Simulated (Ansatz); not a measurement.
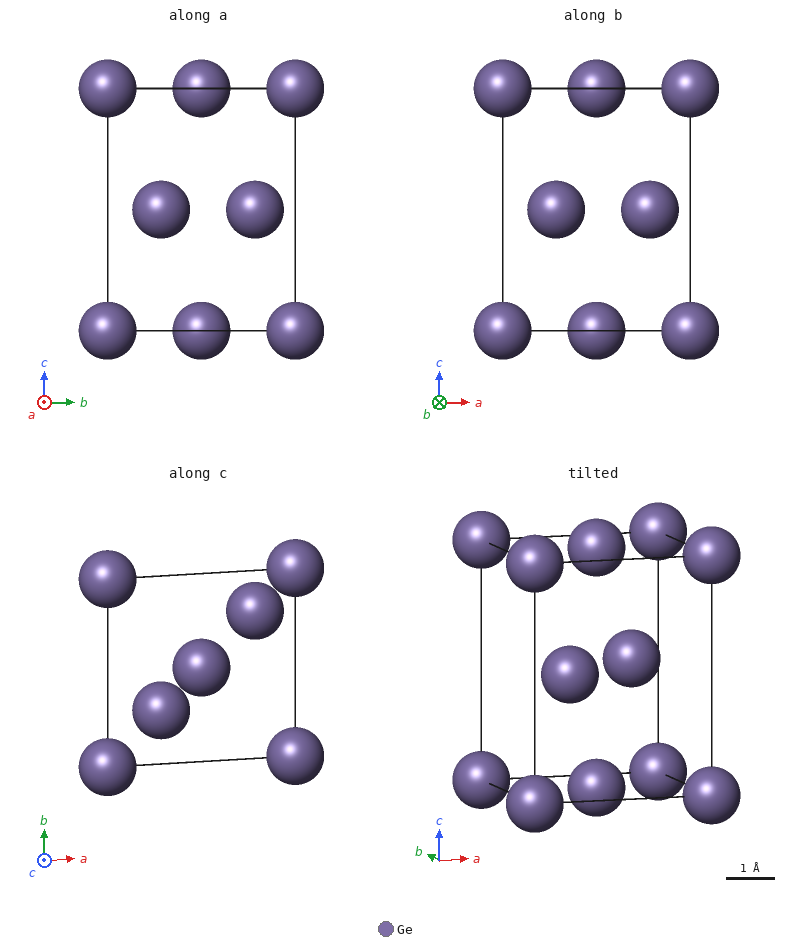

Spheres-only drawing of the structure, looking along the a axis, along the b axis, along the c axis and slightly off an axis. One unit cell is outlined, and atoms on its boundary appear in each equivalent place.

Lattice parameters: a = 3.922 Å, b = 3.922 Å, c = 5.053 Å, α = 90.03°, β = 90.03°, γ = 86.62°. Put a along x and b in the xy plane.

**Express the structure as a POSCAR file, with free fractional coordinates to two decimals.**

```
Ge
1.0
     3.922    0.000    0.000
     0.231    3.915    0.000
    -0.002   -0.002    5.053
Ge
4
Direct
  0.00 0.00 0.00
  0.50 0.50 0.00
  0.29 0.29 0.50
  0.79 0.79 0.50
```

Its origin is a structure type filled with this element by a generator (whether the element takes this form wasn't checked). Earlier steps of the study may have refined or changed the cell and positions. It went into a calculation with Ansatz.
